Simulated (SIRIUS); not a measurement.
**A series of single points on Co**

System: Co (P6₃/mmc, 2 atoms in the cell).
Method: Kohn-Sham DFT of a periodic cell, PBEsol, dojo-sr-pbesol-0.4.1-standard, spin-polarised (SIRIUS 7.12.0).

The 7 runs differ only in the geometry, by an even scaling of the cell at fixed fractional positions. The structure derives from a Materials Project entry.

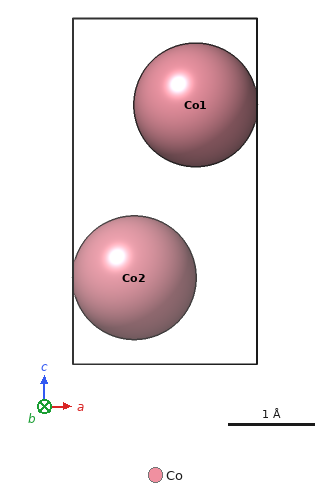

Figure 1. The structure of run 4 (spheres-only view of the cell of the calculation, along the b axis; atoms are numbered from 1 in the order of the input). An atom can appear more than once, as a periodic image.

## Input of run 4
```
{
  "control": {
    "processing_unit": "cpu",
    "verbosity": 2,
    "num_bands_to_print": 26,
    "print_forces": true,
    "print_stress": true
  },
  "parameters": {
    "electronic_structure_method": "pseudopotential",
    "xc_functionals": ["XC_GGA_X_PBE_SOL", "XC_GGA_C_PBE_SOL"],
    "gk_cutoff": 9.8,
    "pw_cutoff": 19.6,
    "ngridk": [12, 12, 7],
    "shiftk": [0, 0, 0],
    "smearing": "fermi_dirac",
    "smearing_width": 0.0018374661,
    "num_bands": 26,
    "num_mag_dims": 1,
    "num_dft_iter": 100,
    "energy_tol": 1e-08,
    "density_tol": 1e-06
  },
  "iterative_solver": {
    "type": "davidson",
    "min_tolerance": 1e-10
  },
  "mixer": {
    "type": "anderson",
    "beta": 0.5,
    "max_history": 8
  },
  "settings": {
    "tol_ne": 1e-10,
    "pseudo_grid_cutoff": 6.5,
    "smooth_initial_mag": true
  },
  "unit_cell": {
    "lattice_vectors": [
      [1.0, 0.0, 0.0],
      [-0.5, 0.866025403775, 0.0],
      [0.0, 0.0, 1.626676471465]
    ],
    "lattice_vectors_scale": 4.6714027971,
    "atom_coordinate_units": "lattice",
    "atom_types": ["Co"],
    "atom_files": {
      "Co": "Co.json"
    },
    "atoms": {
      "Co": [
        [0.6666666667, 0.3333333333, 0.75, 0.0, 0.0, 2.0],
        [0.3333333333, 0.6666666667, 0.25, 0.0, 0.0, 2.0]
      ]
    }
  }
}
```

Command:
```bash
upf_to_json Co.upf
OMP_NUM_THREADS=4 sirius.scf --input=sirius.json --output=out.json --task=0
```

Lattice vectors (Å) and fractional positions of run 4:
```
   2.472000    0.000000    0.000000
  -1.236000    2.140815    0.000000
   0.000000    0.000000    4.021144
Co  0.666667  0.333333  0.750000
Co  0.333333  0.666667  0.250000
```

Run 5 has the same physical settings and fractional positions; its lattice vectors (Å) are:
```
   2.488371    0.000000    0.000000
  -1.244186    2.154993    0.000000
   0.000000    0.000000    4.047775
```

## Results, with one run withheld

| run | volume per atom (Å³) | free energy per atom, from the lowest run given (meV) | pressure (GPa) |
| --- | --- | --- | --- |
| 1 | 10.002 | 9.82 | 9.04 |
| 2 | 10.215 | 1.47 | 3.51 |
| 3 | 10.427 | 0.00 | −1.37 |
| 4 | 10.640 | 4.69 | −5.77 |
| 5 | 10.853 | ? | ? |
| 6 | 11.066 | 30.14 | −13.27 |
| 7 | 11.279 | 49.82 | −16.46 |

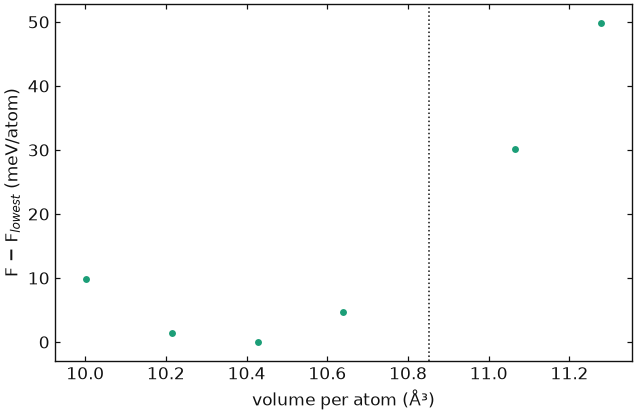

Figure 2. Free energy per atom of the runs given; the dotted line marks run 5.

Estimate the energy of run 5 from the others.

A cubic polynomial in V^(−2/3) (the Birch–Murnaghan form), fitted to the 6 runs given, misses them by under 0.01 meV per atom. With x = V^(−2/3) − 0.20738 Å⁻², it reads F = 3.0358 − 2235 x + 3.8111e+05 x² + 2.6844e+05 x³ (meV per atom). At run 5 it gives 14.93 meV per atom, and the run itself gives 14.93. The slope of the fit gives a pressure −dF/dV of −9.64 GPa there, and the run prints −9.73 GPa. The two needn't agree exactly: the fit is approximate, and the printed stress is taken on a finite basis. The fit has its minimum at 10.369 Å³ per atom, where V d²F/dV² gives 233 GPa. Cell shape and fractional positions are held, so this is the stiffness under even scaling; the relaxed bulk modulus wasn't computed.

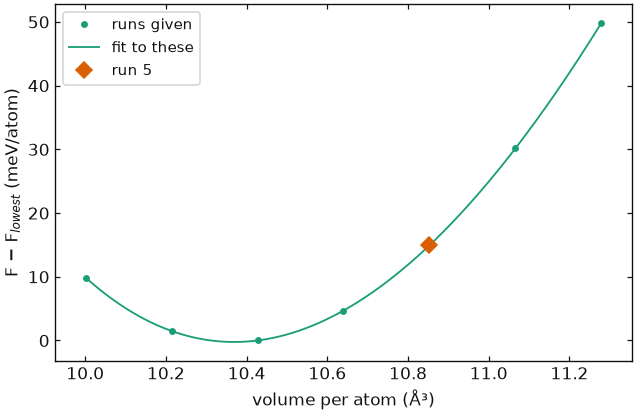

Figure 3. The fit and the withheld run.

## Some lines of the output (run 5)
```
[...]
[find] Total energy                   :    -305.65605216 (Ha),    -611.31210432 (Ry)
[find] Free energy (E-TS)             :    -305.65663288 (Ha),    -611.31326576 (Ry)
[find] Efermi                         :       0.69820755
[find] Total energy                   :    -305.65605225 (Ha),    -611.31210450 (Ry)
[find] Free energy (E-TS)             :    -305.65663290 (Ha),    -611.31326581 (Ry)
[find] Efermi                         :       0.69823450
[find] Total energy                   :    -305.65605225 (Ha),    -611.31210451 (Ry)
[find] Efermi                         :       0.69822703
[find] Total energy                   :    -305.65605224 (Ha),    -611.31210449 (Ry)
[find] Free energy (E-TS)             :    -305.65663291 (Ha),    -611.31326581 (Ry)
[find] Efermi                         :       0.69822837
[find] Total energy                   :    -305.65605224 (Ha),    -611.31210448 (Ry)
[find] Efermi                         :       0.69822796
[find] Efermi                         :       0.69822805
```
